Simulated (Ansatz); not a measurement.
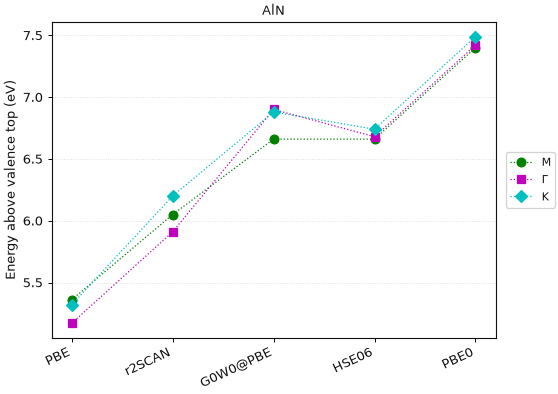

Lowest conduction level at each named k point, counted from the valence-band top at Γ, by several methods on one cell of NiAs-type AlN, space group P6_3/mmc, 4 atoms in the cell, relaxed with r2SCAN; a = 2.833 Å, c = 4.841 Å (hexagonal axes). All runs are without spin-orbit coupling and carry no moments. The cell is at 6 GPa in PBE. The smallest gap lies off these points.

| method | program | M (eV) | Γ (eV) | K (eV) |
| --- | --- | --- | --- | --- |
| PBE | Ansatz | 5.36 | 5.17 | 5.32 |
| r2SCAN | Ansatz | 6.05 | 5.91 | 6.20 |
| G0W0@PBE | Ansatz | 6.66 | 6.90 | 6.88 |
| HSE06 | Ansatz | 6.66 | 6.68 | 6.74 |
| PBE0 | Ansatz | 7.40 | 7.42 | 7.49 |

### Estimate the G0W0@r2SCAN values. It was run as: r2SCAN, Ansatz PAW set, 6×6×4 k mesh, 500 eV cutoff, fixed occupations (Ansatz), G0W0 with empty bands 126, screening cutoff 140 eV and frequency treatment contour deformation.

It starts from r2SCAN, whose row gives 6.05 eV at M. G0W0@r2SCAN gives 6.94 eV at M, 7.27 eV at Γ and 7.19 eV at K, which is +0.89 eV from r2SCAN at M.

### Does G0W0@r2SCAN shift these levels rigidly from r2SCAN?

The shifts are +0.89 eV at M, +1.36 eV at Γ and +0.99 eV at K, and at points that aren't plotted +1.28 eV (A), +1.09 eV (L) and +1.00 eV (H): over the named points that both runs hold, a spread of 0.47 eV on a mean of 1.10 eV, so one shift doesn't describe them.

### How do the methods rank at M?

From low to high: PBE 5.36, r2SCAN 6.05, G0W0@PBE 6.66, HSE06 6.66, G0W0@r2SCAN 6.94, PBE0 7.40 eV. Too close to rank are G0W0@PBE against HSE06 (different meshes).

Settings. PBE: Ansatz PAW set, 12×12×6 k mesh, 420 eV cutoff, Fermi-Dirac smearing of 0.02 eV (Ansatz 0.2.0). r2SCAN: Ansatz PAW set, 12×12×6 k mesh, 500 eV cutoff, fixed occupations (Ansatz). G0W0@PBE: PBE, Ansatz PAW set, 6×6×4 k mesh, 420 eV cutoff, fixed occupations (Ansatz), G0W0 with empty bands 126, screening cutoff 140 eV and frequency treatment contour deformation. HSE06: Ansatz PAW set, 9×9×4 k mesh, 420 eV cutoff, fixed occupations (Ansatz 0.2.0). PBE0: Ansatz PAW set, 9×9×4 k mesh, 420 eV cutoff, fixed occupations (Ansatz 0.2.0).

These are six of the 10 methods that were run on this cell. The usual form of AlN is wurtzite. r2SCAN, HSE06, G0W0@r2SCAN and PBE0: the PAW data sets were made with another functional. LDA, GGA and most meta-GGA functionals understate gaps. G0W0@PBE and G0W0@r2SCAN: the k mesh is coarse, so the values aren't converged. Over all k points computed the smallest gap is 4.92 eV in PBE, 5.69 eV in r2SCAN, 6.53 eV in G0W0@PBE, 6.30 eV in HSE06, 6.84 eV in G0W0@r2SCAN and 7.04 eV in PBE0, from the valence top at Γ to the conduction bottom at a point off the named ones, and such a mesh can miss a smaller one. The GW values are at finite bands, cutoffs and mesh, short of the basis limit.
